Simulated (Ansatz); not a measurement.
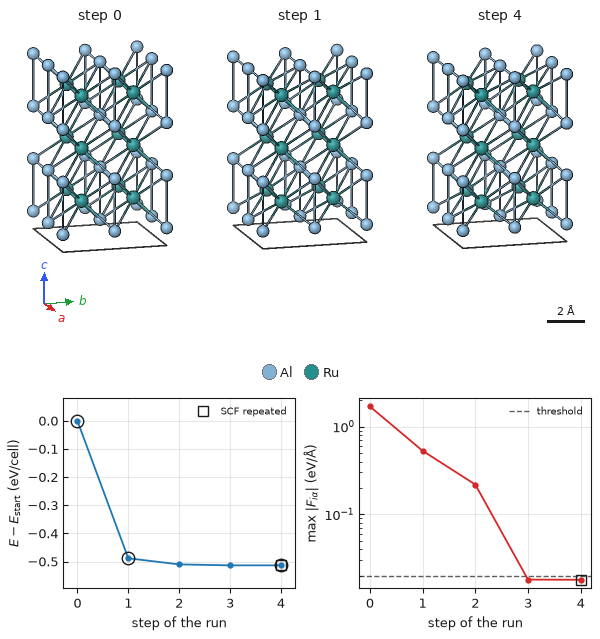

Frames of a relaxation of a slab of composition Al₄Ru₃ (cut from the Pm-3m phase), marked on the history of the run. The picture is a ball-and-stick view of the 2 × 2 repeat of the cell, outlined in the plane, without the vacuum, seen slightly off an axis.

Case: (1 0 0) slab, atoms relaxed. The slab is the (1 0 0) face of AlRu.

All numbers below come from Ansatz 0.2.0, DFT r2SCAN, scalar-relativistic, plane waves, PAW. Set-up: plane-wave cutoff 500 eV; k-point mesh 12 × 12 × 1; occupations gaussian; smearing width 0.1 eV; no spin polarisation; dipole correction; atoms relaxed in a fixed cell; force threshold 0.02 eV/Å; at most 60 steps.

Describe the path.

Answer. The largest moves relative to the layer's centre, 0.22 Å, are those of Al atoms. By element the largest moves are Al 0.22 Å, Ru 0.05 Å. The lattice vectors keep their values. Among the contacts that change: Al–Al 2.983 → 2.786 Å, Al–Ru 2.583 → 2.437 Å, Al–Ru 2.583 → 2.627 Å, Al–Ru 2.583 → 2.568 Å. Among the angles between lasting bonds that change: Ru–Al–Ru 109.5° → 119.9°, Ru–Al–Ru 70.5° → 75.5°. After 3 accepted moves (4 points after the start) the energy has fallen by 0.513 eV per cell of the calculation. Largest force component: 1.7 eV/Å at the start, 0.018 eV/Å at the end. 1 step only repeated the SCF at the same geometry. The run took 7.5 min on 1 thread of Intel(R) Xeon(R) Processor @ 2.50GHz (Skylake/Cascade Lake) (shared host), peak memory 0.9 GiB. From step 0 to 1: Al atoms move most (0.19 Å), energy −0.488 eV per cell of the calculation. From step 1 to 4: Al atoms move most (0.03 Å), energy −25.1 meV per cell of the calculation.

```json
{"step": "0", "E − E(0), meV/atom": "0.00", "largest force component, eV/Å": "1.6934", "note": ""}
{"step": "1", "E − E(0), meV/atom": "-69.74", "largest force component, eV/Å": "0.5297", "note": ""}
{"step": "2", "E − E(0), meV/atom": "-72.84", "largest force component, eV/Å": "0.2189", "note": ""}
{"step": "3", "E − E(0), meV/atom": "-73.33", "largest force component, eV/Å": "0.0181", "note": ""}
{"step": "4", "E − E(0), meV/atom": "-73.33", "largest force component, eV/Å": "0.0180", "note": "same geometry, SCF repeated"}
```
